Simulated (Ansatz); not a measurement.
# Formation energy and levels of the hydrogen interstitial H_i (bond centre, by O) in SrO (Fm-3m), part 2 of 2

Wanted: the transition levels of a hydrogen interstitial in SrO (Fm-3m), from a cell of 54 host atoms with 1 H put in.

Ansatz; place-levels on r2SCAN runs: charge-transition levels and formation energies with image-charge correction and potential alignment at the atomic sites; PAW set soft_1.

So far. Step 3 (place-levels, r2SCAN): Under r2SCAN the gap is 3.80 eV, (+1/0) 3.74, (0/−1) 1.60 eV; the steps are inverted, so the lowest state changes at (+1/−1) 2.67 eV.

## 4. The same at the relaxations' own k-points

The relaxations' own energies give the levels at their sampling, for comparison.

levels.relax_mesh.yaml

```yaml
host:
  run: host.relax.run
  levels_from: { run: edges.relax.run }
states: [qm1.relax.run, q0_M1.relax.run, qp1.relax.run]
chemical_potentials:
  H:
    energy: -15.945394
    dataset: "<sha256 of the dataset>"
```

Started as:

```sh
$ ansatz place-levels levels.relax_mesh.yaml -- --threads 4 --pin off --max-ram 15073MiB
```

Numbers of over 12 decimals in the logs are rounded to 6 here.

The log of the run:

```text
[...]
formation energy of charge +1: -1.323 eV with the Fermi level at the valence edge
formation energy of charge 0: +2.378 eV with the Fermi level at the valence edge
formation energy of charge -1: +3.998 eV with the Fermi level at the valence edge
  edges by r2scan of host.levels_from (edges.relax.run), its mesh sampled to repeats of 32.84 Å (the valence edge +0.075 eV and the conduction edge -0.477 eV from those of the host's own run), gap 3.799 eV; the host is sampled to repeats of 10.95 Å
[... the lines on each state left out ...]
```

The job ended after 0.15 s (4 threads of Arm Neoverse V1, shared host).

Levels between neighbouring charges, in eV above the valence top:

|  | gap (eV) | (+1/0) | (0/−1) |
| --- | --- | --- | --- |
| one point at (¼, ¼, ¼) | 3.80 | 3.70 | 1.62 |
| a 2×2×2 shifted mesh | 3.80 | 3.74 | 1.60 |

Going from one point at (¼, ¼, ¼) to a 2×2×2 shifted mesh moves the levels that carry no band-filling term by up to 0.04 eV and formation energies against the elements by up to 0.05 eV.

## 5. Levels against the band edges, PBEsol

PBEsol on the same structure is run to see how far the result rests on the functional, though not on the errors that semilocal functionals share; the sampling changes too, to one point at (¼, ¼, ¼), so differences hold both changes.

qm1.pbesol/input.yaml

```yaml
crystal:
  checkpoint: "../qm1.relax.run"
  host: checkpoint
total_charge: -1
basis:
  ecutwfc: 420
  xc_grid: 2
hamiltonian:
  xc: pbesol
  pseudopotentials: { kind: paw, azcp: { folder: soft_1 }, xc_functional: pbe }
kpoints:
  mp_grid: { grid: [1, 1, 1], shift: [0.25, 0.25, 0.25] }
scf:
  occupations: { method: fermi_dirac, width: 0.01 }
  max_iter: 60
output:
  forces: true
  eigenvalues: true
  charged_corrections:
    epsilon: 3.86
    static_epsilon: 21.43
    defect_position: [0.583333, 0.583333, 0.416667]
  eigenstates: { localisation: true }
  populations: true
  band_densities: [{ bands: [v1, v1] }, { bands: [c1, c1] }]
  write_density: true
  write_potential: true
  volumetric_format: npy
checkpoint:
  write: "../qm1.pbesol.run"
  compress: false
  write_wavefunctions: false
  write_every: 100000
```

Run time: 30 s. Hardware: 4 threads; peak memory 1.6 GiB.

levels.pbesol.yaml

```yaml
host:
  run: host.pbesol.run
states: [qm1.pbesol.run, q0_M1.pbesol.run, qp1.pbesol.run]
geometry_from:
  qm1.pbesol.run: qm1.relax.run
  q0_M1.pbesol.run: q0_M1.relax.run
  qp1.pbesol.run: qp1.relax.run
chemical_potentials:
  H:
    energy: -15.609228
    dataset: "<sha256 of the dataset>"
```

Started as:

```sh
$ ansatz place-levels levels.pbesol.yaml -- --threads 4 --pin off --max-ram 15073MiB
```

The log of the run:

```text
(+1/0) 3.250 eV above the valence edge, in the conduction band; not on the lower envelope
[...]
formation energy of charge +1: -1.262 eV with the Fermi level at the valence edge
formation energy of charge 0: +1.988 eV with the Fermi level at the valence edge
formation energy of charge -1: +3.508 eV with the Fermi level at the valence edge
  edges by pbesol, gap 3.197 eV; the host is sampled to repeats of 10.95 Å
[... the lines on each state left out ...]
```

Wall time 0.19 s (4 threads).

Under PBEsol the gap is 3.20 eV, (+1/0) 3.25 (outside the gap), (0/−1) 1.52 eV; the steps are inverted, so the lowest state changes at (+1/−1) 2.38 eV.

## 6. Another choice

The levels are placed again with one choice changed, to see how much they rest on it.

levels.try0.yaml is levels.point.yaml with these lines changed:

```diff
-epsilon: 3.86
-static_epsilon: 21.43
+epsilon: 5.13
+static_epsilon: 28.5
```

Started as:

```sh
$ ansatz place-levels levels.try0.yaml -- --threads 4 --pin off --max-ram 15073MiB
```

The log of the run:

```text
[...]
formation energy of charge +1: -1.329 eV with the Fermi level at the valence edge
formation energy of charge 0: +2.425 eV with the Fermi level at the valence edge
formation energy of charge -1: +4.008 eV with the Fermi level at the valence edge
vertical -1 to 0: no energy, since no alignment is typed
vertical +1 to 0: no energy, since no alignment is typed
[...]
[... the lines on each state left out ...]
```

The change: dielectric constants a third too high.

Levels in eV above the valence top; the changed ones are not the defect's:

|  | gap (eV) | (+1/0) | (0/−1) |
| --- | --- | --- | --- |
| changed | 3.80 | 3.75 | 1.58 |
| as set up | 3.80 | 3.74 | 1.60 |

The largest shift is 0.02 eV.

## 7. The ladder

Levels between neighbouring charges, in eV above each run's own valence top:

|  | gap (eV) | (+1/0) | (0/−1) | CPU time a state at this stage (restarts are quicker than cold starts) |
| --- | --- | --- | --- | --- |
| r2SCAN, 2×2×2 shifted mesh | 3.80 | 3.74 | 1.60 | 14 min |
| PBEsol on r2SCAN structures, (¼, ¼, ¼) | 3.20 | 3.25 | 1.52 | 2.8 min |

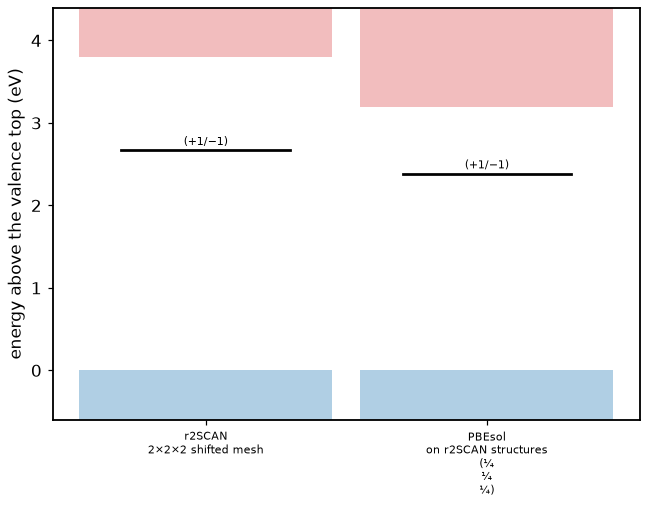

Levels between stable charges at each rung, each against its own band edges (shaded).

## 8. Summary of results

```
gap of the host                                                          : 3.80 eV (r2SCAN)
level (plus 1/0)                                                         : 3.74 eV above the valence top, not a change between lowest states
level (0/minus 1)                                                        : 1.60 eV above the valence top, not a change between lowest states
level (plus 1/minus 1)                                                   : 2.67 eV above the valence top
lowest of the charges placed, just above the valence top (0.02 eV)       : +1
lowest of the charges placed, just below the conduction bottom (0.02 eV) : −1
lowest formation energy at mid-gap of the charges run, O-rich            : 0.59 eV
lowest formation energy at mid-gap of the charges run, Sr-rich           : 0.59 eV
```

**Reading.** Of the charges placed (−1, 0 and +1), the lowest changes at 2.67 eV (+1/−1) above the valence top, in a gap of 3.80 eV. (+1/−1) passes over charge 0, which lies 1.07 eV above the two there; a lower structure or spin state of it, if missed, would change that. Charges above +1 and below −1 were not placed, so these runs say nothing of levels that involve them. States placed: +1 at 0 μB; 0 at 1 μB; −1 at 0 μB. Other spin states or structures, where not listed, weren't placed. At charge −1, 0 and +1 the atom put in ends up to 1.8 Å from its starting place, so the name tells the start alone and the levels can join different sites. H is taken at its element; compounds, which aren't counted here, bound the chemical potentials and would shift these formation energies. Going from one point at (¼, ¼, ¼) to a 2×2×2 shifted mesh moves the levels that carry no band-filling term by up to 0.04 eV and formation energies against the elements by up to 0.05 eV. The program doubts the alignment of potentials for at least one state, a sign that the cell is small. Limits: r2SCAN makes the gap too small and tends to spread out bound carriers; where a gas molecule sets a chemical potential or the host's formation energy, its binding is uncorrected.

[Logs are printed without paths, hosts, clocks, repeated set-up lines and the standing remarks that a program may print on its own settings, such as how far it seeks lower states.]

[Hosts, paths, dates, database ids (printed as entryN), source tags and the programs' standing remarks are cut or masked in the printed files.]

[Where a table of states has a column of steps, it counts the stored structures, which are thinned; the runs took as many ionic steps or more.]

[A defect's name tells the site on which it was built; relaxed atoms can leave that site.]

[For some hosts the program warned that the k-mesh of the response run may be too coarse for force constants and the static dielectric constant; such warnings are not shown here.]
